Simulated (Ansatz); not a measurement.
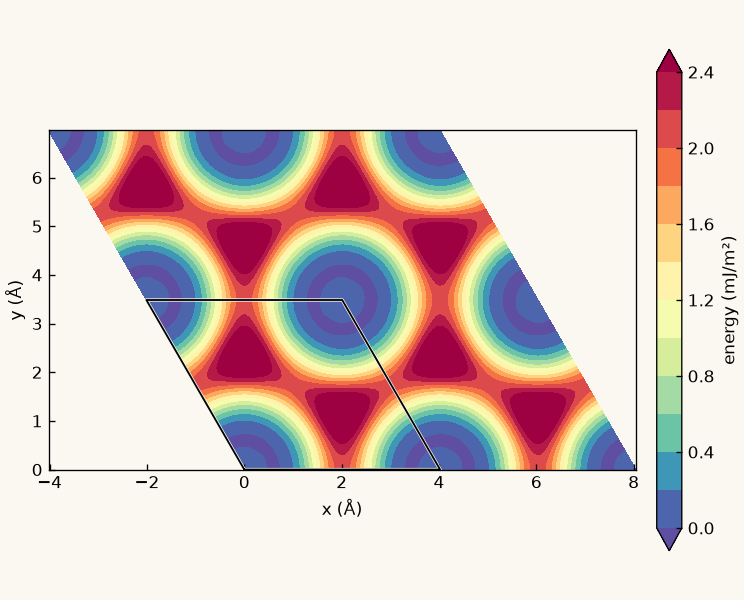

A bilayer of two Ge sheets of the honeycomb type, the upper one turned by 180 degrees about the normal (4 atoms in the cell). The upper layer of a bilayer is slid over the lower one; relaxed at each slide: nothing; the origin of the map has Ge4 above Ge1; the distance between the facing planes is held at 4.35 Å. Places are given modulo a cell vector. The map is drawn in real space over the plane of the slide. The grid has 9 × 9 points; 12 points were computed and 69 follow by symmetry. All energies are given in mJ/m² relative to the lowest grid point. At a held distance the lowest stacking need not be the one that binds best once the distance relaxes. Theory: DFT PBE+D3(BJ), scalar-relativistic, plane waves, PAW (Ansatz 0.2.0). Settings: cutoff 420 eV, k-mesh 9×9×1, gaussian smearing 0.1 eV, no spin polarisation.

Drawn: filled contours, the outline of one cell of the 2 × 2 shown, one colour for all values above the top of the scale. Between grid points the surface is interpolated.

The lowest grid point is at (0/9, 1/9) of the cell vectors. The same energy is found at (0/9, 8/9) of the cell vectors. The highest grid point, (3/9, 6/9) of the cell vectors, lies 2.97 mJ/m² above the lowest. Facing atoms of the upper layer at the lowest point: Ge above no special site; at the highest: Ge above Ge of a deeper plane.

The scan is repeated with another setting: the distance between the facing planes is held at 3.85 Å; all else is set up alike.

Q: What will the new map look like?

A: The minimum (interpolated where it lies between grid points) moves from (0/9, 1/9) of the cell vectors to (2/9, 4/9) of the cell vectors. The span from the lowest to the highest grid point grows from 2.97 to 11.60 mJ/m². Closer layers feel more of the short-range repulsion between facing atoms, which depends on the stacking. In the new map: facing atoms of the upper layer at the lowest point: Ge above no special site; at the highest: Ge above Ge.

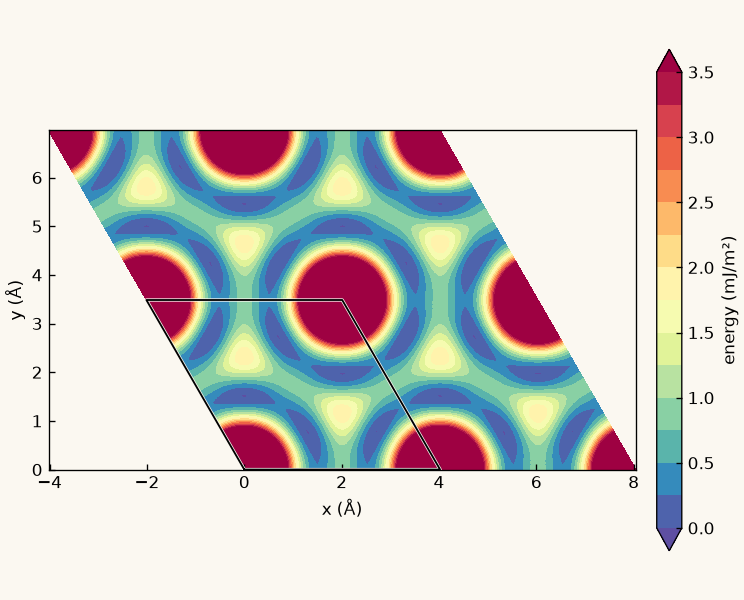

The map after the change, on a colour scale of its own. In the figure: filled contours, the outline of one cell of the 2 × 2 shown, one colour for all values above the top of the scale. Between grid points the surface is interpolated.

PAW datasets: the set soft_1.
